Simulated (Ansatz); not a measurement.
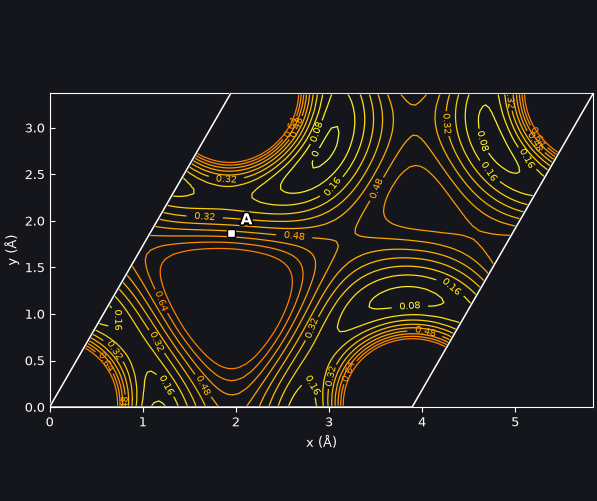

AlP (F-43m phase) with one H guest (13 atoms in the cell, cell charge +1). 
- A guest moved over a lattice plane through the rigid host; the plane is (1 −1 1) of the conventional cell, half-way across the widest gap between atomic layers, origin above P10.
- Places are given modulo a cell vector. The map is drawn in real space over the plane of the scan.
- Nothing is relaxed (host rigid, guest held in the plane).
- The grid has 9 × 9 points.
- Energies: eV per cell, counted from the lowest grid point.
- The band gap closes in part of the range. The cell is charged on a uniform background, without a charge correction.
- All numbers below come from Ansatz, DFT PBE, scalar-relativistic, plane waves, PAW. Settings: cutoff 420 eV, k-mesh 4×4×4, gaussian smearing 0.05 eV, no spin polarisation.

Drawn: contour lines labelled in eV (none above 0.72), the outline of one cell of the plane, the point A. Between grid points the surface is interpolated.

Question: Which way does the force act at A, and how strong is it?

Answer: A, at (2/9, 5/9) of the cell vectors, is not a stationary point. The computed force is 1.3 eV/Å in the plane, pointing up in the picture (components 0.1 and 1.3 eV/Å).

PAW datasets: the set soft_1.
